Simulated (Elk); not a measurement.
Field-gradient calculation, with input and output: InAs (part 2 of 2)

InAs (F-43m, 2 atoms in the cell); DFT, PBE, all-electron APW+lo, Dirac cores, scalar-relativistic bands, no spin polarisation (Elk 11.2.3 (patched build)); R·Gmax 8, 8×8×8 k-mesh. The structure derives from an entry of the Crystallography Open Database. The run did not end well. It belongs to a series of runs on one base structure; here: linear mixing, beta0 = 0.05.

Geometry of the input (Å; fractional positions):
```
0.0000  3.0240  3.0240
3.0240  0.0000  3.0240
3.0240  3.0240  0.0000
In 0.0000  0.0000  0.0000
As 0.7500  0.7500  0.7500
```

### INFO.OUT, continued
```
Charges :
 core                        :    48.00000000
 valence                     :    34.00000000
 interstitial                :    4.181002748
 muffin-tins (core leakage)
  species : 1 (In)
   atom 1                    :    46.76475980     (  0.4844056215E-03)
  species : 2 (As)
   atom 1                    :    31.05423745     (  0.5460301490E-03)
 total in muffin-tins        :    77.81899725
 total calculated charge     :    81.99883933
 total charge                :    82.00000000
 error                       :   0.1160669748E-02

RMS change in Kohn-Sham potential (target) :   0.1210960259     (  0.1000000000E-05)
Absolute change in total energy (target)   :   0.2425664517E-01 (  0.1000000000E-04)

[... loops left out ...]

┌──────────────────┐
│ Loop number : 59 │
└──────────────────┘

Energies :
 Fermi                       :     0.16707210745401
 sum of occupied eigenvalues :     -4850.1529565102
 electron kinetic            :      8492.8360637912
 core electron kinetic       :      8100.5825869548
 Coulomb                     :     -16393.310194279
 Coulomb potential           :     -13024.650986051
 nuclear-nuclear             :     -813.48001085884
 electron-nuclear            :     -18150.119861623
 Hartree                     :      2570.2896782020
 Madelung                    :     -9880.9847012540
 xc potential                :     -318.33803425057
 exchange                    :     -239.68561511908
 correlation                 :     -4.2513988212760
 electron entropic           :    -0.23460053220658E-04
 total energy                :     -8144.4111678886

Density of states at Fermi energy :    1.554825869
 (states/Hartree/unit cell)

Estimated indirect band gap :   0.3541608656E-01
 from k-point 1 to k-point 5
Estimated direct band gap   :   0.4759159296E-01
 at k-point 2

Charges :
 core                        :    48.00000000
 valence                     :    34.00000000
 interstitial                :    4.203364557
 muffin-tins (core leakage)
  species : 1 (In)
   atom 1                    :    46.87986070     (  0.4712359078E-03)
  species : 2 (As)
   atom 1                    :    30.91677474     (  0.5443522564E-03)
 total in muffin-tins        :    77.79663544
 total calculated charge     :    81.99887314
 total charge                :    82.00000000
 error                       :   0.1126860475E-02

RMS change in Kohn-Sham potential (target) :   0.5508514200E-02 (  0.1000000000E-05)
Absolute change in total energy (target)   :   0.2857090099E-02 (  0.1000000000E-04)

┌──────────────────┐
│ Loop number : 60 │
└──────────────────┘

Reached self-consistent loops maximum

Energies :
 Fermi                       :     0.16732125363535
 sum of occupied eigenvalues :     -4850.1335801073
 electron kinetic            :      8492.8369029769
 core electron kinetic       :      8100.5820337365
 Coulomb                     :     -16393.309053912
 Coulomb potential           :     -13024.649798546
 nuclear-nuclear             :     -813.48001085884
 electron-nuclear            :     -18150.118403610
 Hartree                     :      2570.2893605566
 Madelung                    :     -9880.9841546396
 xc potential                :     -318.32068453874
 exchange                    :     -239.68559436757
 correlation                 :     -4.2513985340850
 electron entropic           :    -0.23458153826682E-04
 total energy                :     -8144.4091672952

Density of states at Fermi energy :    1.554757222
 (states/Hartree/unit cell)

Estimated indirect band gap :   0.3539987962E-01
 from k-point 1 to k-point 5
Estimated direct band gap   :   0.4757873184E-01
 at k-point 2

Charges :
 core                        :    48.00000000
 valence                     :    34.00000000
 interstitial                :    4.203329477
 muffin-tins (core leakage)
  species : 1 (In)
   atom 1                    :    46.87989780     (  0.4712263138E-03)
  species : 2 (As)
   atom 1                    :    30.91677273     (  0.5443338115E-03)
 total in muffin-tins        :    77.79667052
 total calculated charge     :    81.99887322
 total charge                :    82.00000000
 error                       :   0.1126781888E-02

┌──────────────────────────────┐
│ Self-consistent loop stopped │
└──────────────────────────────┘

Warning : core states of species 1 leak from the muffin-tin :   0.4712263138E-03

Warning : core states of species 2 leak from the muffin-tin :   0.5443338115E-03

Warning : forces or DFT+U at lmaxo under 8 : 7

Wrote STATE.OUT

Warning : forces can be off the total's slope at a low rgkmax or by a GGA

Forces :
 species :    1 (In)
  atom :    1
   Hellmann-Feynman          :     0.00000000   -0.00000000   -0.00000000
   IBS                       :    -0.00000000    0.00000000    0.00000000
   total force               :    -0.00000000    0.00000000    0.00000000
   total magnitude           :     0.00000000
 species :    2 (As)
  atom :    1
   Hellmann-Feynman          :     0.00000000   -0.00000000    0.00000000
   IBS                       :    -0.00000000    0.00000000   -0.00000000
   total force               :     0.00000000   -0.00000000   -0.00000000
   total magnitude           :     0.00000000
```

### File EVALCORE.OUT
```
Species :    1 (In), atom :    1
 n =  1, l =  0, k =  1 :   -1019.003167
 n =  2, l =  0, k =  1 :   -152.2585245
 n =  2, l =  1, k =  1 :   -141.9647258
 n =  2, l =  1, k =  2 :   -134.2146775
 n =  3, l =  0, k =  1 :   -28.63020209
 n =  3, l =  1, k =  1 :   -24.47686877
 n =  3, l =  1, k =  2 :   -23.07689362
 n =  3, l =  2, k =  2 :   -15.73363875
 n =  3, l =  2, k =  3 :   -15.44680257
 n =  4, l =  0, k =  1 :   -4.067776738

Species :    2 (As), atom :    1
 n =  1, l =  0, k =  1 :   -430.1747172
 n =  2, l =  0, k =  1 :   -54.23877734
 n =  2, l =  1, k =  1 :   -48.41720690
 n =  2, l =  1, k =  2 :   -47.07353771
 n =  3, l =  0, k =  1 :   -6.616210074
 n =  3, l =  1, k =  1 :   -4.660677221
 n =  3, l =  1, k =  2 :   -4.476127303
```

### File EFG.OUT
```
(electric field gradient tensor is in Cartesian coordinates)


Species :    1 (In), atom :    1

 EFG tensor :
  0.4795994053E-16  0.7644381968E-16  0.2773893818E-18
  0.7644381968E-16 -0.6796068090E-16 -0.8932905413E-16
  0.2773893818E-18 -0.8932905413E-16  0.2000074037E-16
 trace :  -0.9521797645E-30
 eigenvalues :
 -0.1461914890E-15  0.3496608839E-16  0.1112254006E-15


Species :    2 (As), atom :    1

 EFG tensor :
 -0.1816254230E-16 -0.6901757059E-16 -0.1198940753E-15
 -0.6901757059E-16 -0.2322433535E-16 -0.9427979528E-16
 -0.1198940753E-15 -0.9427979528E-16  0.4138687766E-16
 trace :   0.1664003472E-30
 eigenvalues :
 -0.1894415552E-15  0.4571386299E-16  0.1437276922E-15
```

### File MOSSBAUER.OUT
```
Species :    1 (In), atom :    1

 approximate nuclear radius :   0.8768807633E-04
 number of mesh points to nuclear radius :    463
 Thomson radius :   0.2609316372E-02
 number of mesh points to Thomson radius :    707

 Contact density :
  at nuclear center         :    414839.0773
  at nuclear surface        :    175933.3705
  average in nuclear volume :    184282.6997
  at Thomson radius         :    87608.79971
  average in Thomson volume :    97851.01668


Species :    2 (As), atom :    1

 approximate nuclear radius :   0.7712558785E-04
 number of mesh points to nuclear radius :    372
 Thomson radius :   0.1757294699E-02
 number of mesh points to Thomson radius :    563

 Contact density :
  at nuclear center         :    51254.71104
  at nuclear surface        :    35638.72391
  average in nuclear volume :    36380.47882
  at Thomson radius         :    26497.49637
  average in Thomson volume :    27813.95654
```

### File LINENGY.OUT
```
Species : 1 (In), atom : 1
 APW functions :
  l = 0, energy derivative = 0 :   0.1500000000
  l = 1, energy derivative = 0 :   0.1500000000
  l = 2, energy derivative = 0 :   0.1500000000
  l = 3, energy derivative = 0 :   0.1500000000
  l = 4, energy derivative = 0 :   0.1500000000
  l = 5, energy derivative = 0 :   0.1500000000
  l = 6, energy derivative = 0 :   0.1500000000
  l = 7, energy derivative = 0 :   0.1500000000
  l = 8, energy derivative = 0 :   0.1500000000
  l = 9, energy derivative = 0 :   0.1500000000
  l = 10, energy derivative = 0 :   0.1500000000
 local-orbital functions :
  l.o. = 1, l = 0, energy derivative = 0 :   0.1500000000
  l.o. = 1, l = 0, energy derivative = 1 :   0.1500000000
  l.o. = 2, l = 1, energy derivative = 0 :   0.1500000000
  l.o. = 2, l = 1, energy derivative = 1 :   0.1500000000
  l.o. = 3, l = 2, energy derivative = 0 :   0.1500000000
  l.o. = 3, l = 2, energy derivative = 1 :   0.1500000000
  l.o. = 4, l = 1, energy derivative = 0 :   0.1500000000
  l.o. = 4, l = 1, energy derivative = 0 :   -2.541805130
  l.o. = 5, l = 2, energy derivative = 0 :   0.1500000000
  l.o. = 5, l = 2, energy derivative = 0 :  -0.3454387410

Species : 2 (As), atom : 1
 APW functions :
  l = 0, energy derivative = 0 :   0.1500000000
  l = 1, energy derivative = 0 :   0.1500000000
  l = 2, energy derivative = 0 :   0.1500000000
  l = 3, energy derivative = 0 :   0.1500000000
  l = 4, energy derivative = 0 :   0.1500000000
  l = 5, energy derivative = 0 :   0.1500000000
  l = 6, energy derivative = 0 :   0.1500000000
  l = 7, energy derivative = 0 :   0.1500000000
  l = 8, energy derivative = 0 :   0.1500000000
  l = 9, energy derivative = 0 :   0.1500000000
  l = 10, energy derivative = 0 :   0.1500000000
 local-orbital functions :
  l.o. = 1, l = 0, energy derivative = 0 :   0.1500000000
  l.o. = 1, l = 0, energy derivative = 1 :   0.1500000000
  l.o. = 2, l = 1, energy derivative = 0 :   0.1500000000
  l.o. = 2, l = 1, energy derivative = 1 :   0.1500000000
  l.o. = 3, l = 2, energy derivative = 0 :   0.1500000000
  l.o. = 3, l = 2, energy derivative = 1 :   0.1500000000
  l.o. = 4, l = 2, energy derivative = 0 :   0.1500000000
  l.o. = 4, l = 2, energy derivative = 0 :   -1.118600646
  l.o. = 5, l = 0, energy derivative = 0 :   0.1500000000
  l.o. = 5, l = 0, energy derivative = 0 :   0.1445757428
  l.o. = 6, l = 2, energy derivative = 0 :   0.1500000000
  l.o. = 6, l = 2, energy derivative = 1 :   0.1500000000
  l.o. = 6, l = 2, energy derivative = 2 :   0.1500000000
```

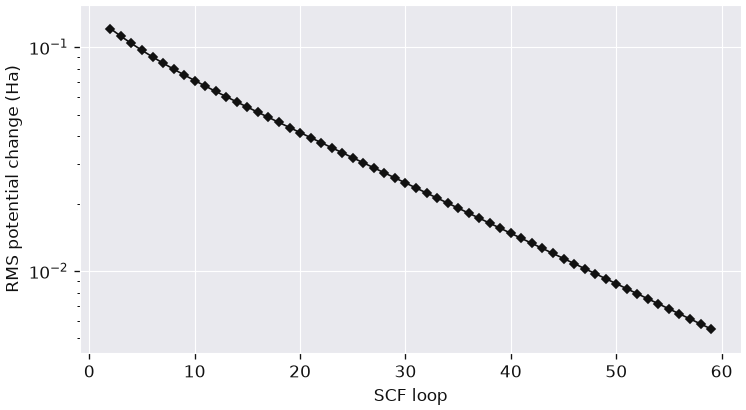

*Convergence of the self-consistent field: RMS potential change against the SCF loop.*

The residual stalls near 8 × 10⁻³ and no longer falls.

### What the run reported

```csv
quantity,value
outcome,not converged
space group (tolerance 0.01 Å),F-43m (216)
total energy,−8144.409167 hartree
Fermi energy,0.167321 hartree
gap on the k-point mesh,"the program estimates 0.96 eV between levels of the mesh, yet finds states at the Fermi level (a metal, or a small gap under smearing)"
hardware,"1 CPU thread, shared host"
wall time,3.5 min
peak memory,0.1 GiB
```

### Diagnosis

The run did not converge. Its last values are not results. Warnings of the run: failed to reach self-consistency after 60 loops; core states of species 1 leak from the muffin-tin; core states of species 2 leak from the muffin-tin; forces or DFT+U at lmaxo under 8 : 7 silicon's forces are 2 per cent off at 6: type lmaxo 8 and lmaxapw 10; forces can be off the total's slope: 2 to 8 per cent in diamond at rgkmax 7 and under, 4e-4 Ha/bohr in iron by PBE: check them with a larger rgkmax.
